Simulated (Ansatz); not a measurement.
Ni₁₆O (slab)

Input file:

```
crystal:
  lattice:
    - [4.9188979658, 0.0, 0.0]
    - [-2.4594489829, 4.259890597, 0.0]
    - [0.0, 0.0, 25.0243950565]
  atoms:
    - { symbol: Ni, position: [0.3333333333, 0.1666666667, 0.3396685506], spin: 0.75 }
    - { symbol: Ni, position: [0.3333333333, 0.6666666667, 0.3396685506], spin: 0.75 }
    - { symbol: Ni, position: [0.8333333333, 0.1666666667, 0.3396685506], spin: 0.75 }
    - { symbol: Ni, position: [0.8333333333, 0.6666666667, 0.3396685506], spin: 0.75 }
    - { symbol: Ni, position: [0.6666666667, 0.3333333333, 0.4199155129], spin: 0.81 }
    - { symbol: Ni, position: [0.6666666667, 0.8333333333, 0.4199155129], spin: 0.81 }
    - { symbol: Ni, position: [0.1666666667, 0.3333333333, 0.4199155129], spin: 0.81 }
    - { symbol: Ni, position: [0.1666666667, 0.8333333333, 0.4199155129], spin: 0.81 }
    - { symbol: Ni, position: [0.0, 0.5, 0.5001624752], spin: 0.81 }
    - { symbol: Ni, position: [0.0, 0.0, 0.5001624752], spin: 0.81 }
    - { symbol: Ni, position: [0.5, 0.5, 0.5001624752], spin: 0.81 }
    - { symbol: Ni, position: [0.5, 0.0, 0.5001624752], spin: 0.81 }
    - { symbol: Ni, position: [0.3333333333, 0.6666666667, 0.5804094375], spin: 0.75 }
    - { symbol: Ni, position: [0.3333333333, 0.1666666667, 0.5804094375], spin: 0.75 }
    - { symbol: Ni, position: [0.8333333333, 0.6666666667, 0.5804094375], spin: 0.75 }
    - { symbol: Ni, position: [0.8333333333, 0.1666666667, 0.5804094375], spin: 0.75 }
    - { symbol: O, position: [0.1666666667, 0.3333333333, 0.6315595251], spin: 2.0 }
basis:
  ecutwfc: 420
kpoints:
  mp_grid: { grid: [6, 6, 1] }
hamiltonian:
  xc: pbe
  dispersion: d3bj
scf:
  occupations: { method: gaussian, width: 0.1 }
output:
  forces: true
  eigenvalues: true
  populations: true
  write_density: true
  write_potential: true
  elf: true
  volumetric_format: npy
magnetization:
  spin_polarized: true
relax:
  adjacent_minimum: "off"
  f_tol: 0.03
  max_steps: 70
  constraints: [{ sites: [0, 1, 2, 3, 4, 5, 6, 7] }]
efield:
  axis: 3
  dipole_correction: true
```

Launched as:

```sh
ansatz run input.yaml --threads 8 --pin off --max-ram 22528MiB --backend cpu --events-out ev --progress --plain --runs-dir out
```

The fields are those of the run's last geometry, not of the input's.

Spin-polarised.

Computed with Ansatz 0.2.0, DFT PBE+D3(BJ), scalar-relativistic, plane waves, PAW.

In a PAW calculation such maps are meaningful between the atoms, not at the nuclei.

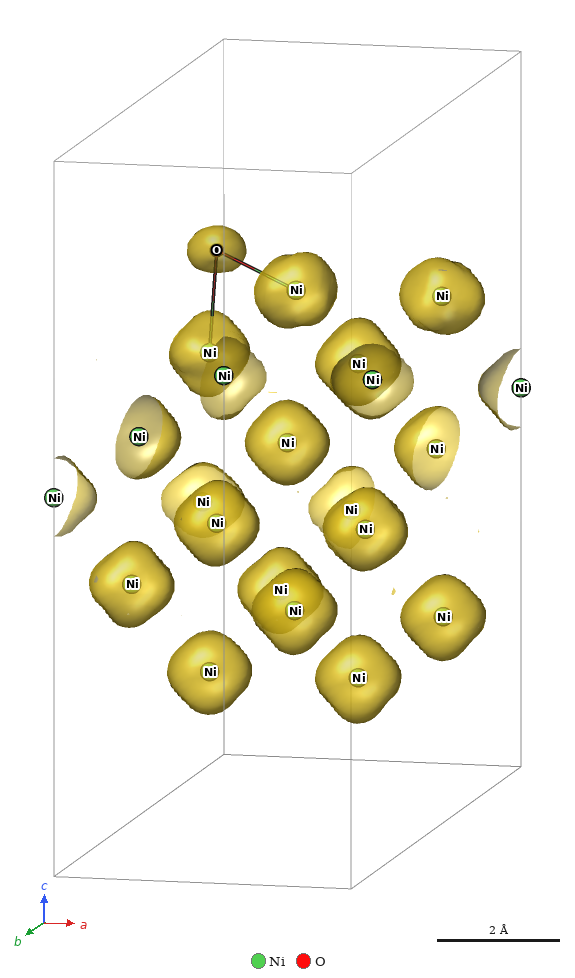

Figure 1. Isosurface of the spin density at +0.1 e/Å³ (yellow), seen at an oblique angle. Sticks mark near contacts.

**Which atoms carry the moments, and with what signs?**

The spin density sits on Ni: +0.7 μB (×16) in one cell of 17 atoms, with smaller moments on other sites: O (up to +0.11 μB): parallel main moments (a ferromagnetic arrangement) in this solution. The cell of the calculation (17 atoms) carries 10.7 μB of net spin moment.

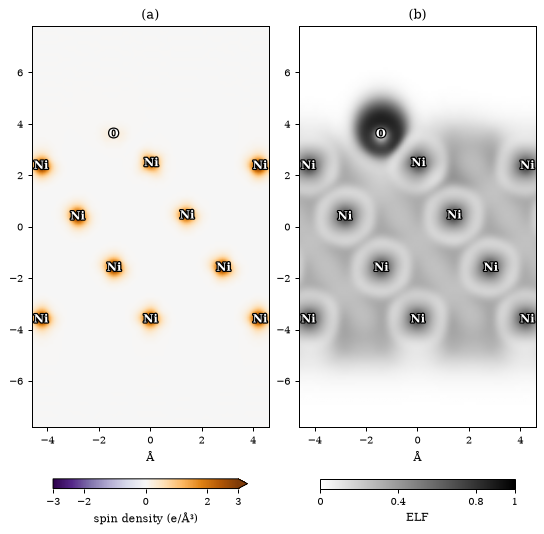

Figure 2. (a) magnetisation density (up minus down); (b) ELF on the (110) plane of the calculation cell, a cut from vacuum to vacuum.

**What does the map show?**

The section cuts through Ni and O sites. Ni–O (1.83 Å): the ELF peaks at about 0.80 in the valence shell of O, 0.6 Å from its nucleus, and is about 0.25 at the midpoint; no localised pair shows between them. The features right at Ni lie inside the PAW spheres, where the map follows smoothed inner orbitals and isn't to be read closely.

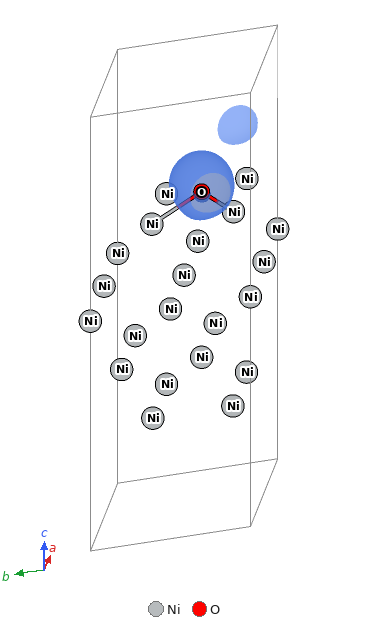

Figure 3. Isosurface of the electron localisation function at 0.55 (blue), seen at an oblique angle. Core shells and regions of very low density are left out. Sticks mark near contacts.

**Identify the bonds, lone pairs and shells in this picture.**

At this value the surface marks out one region wrapped around O (its valence shell), counted in one cell of 17 atoms. Counts are for one cell; the picture repeats the cell along the surface.

**Does the calculation give a band gap?**

It is metallic or semimetallic at this level of theory: no gap opens.
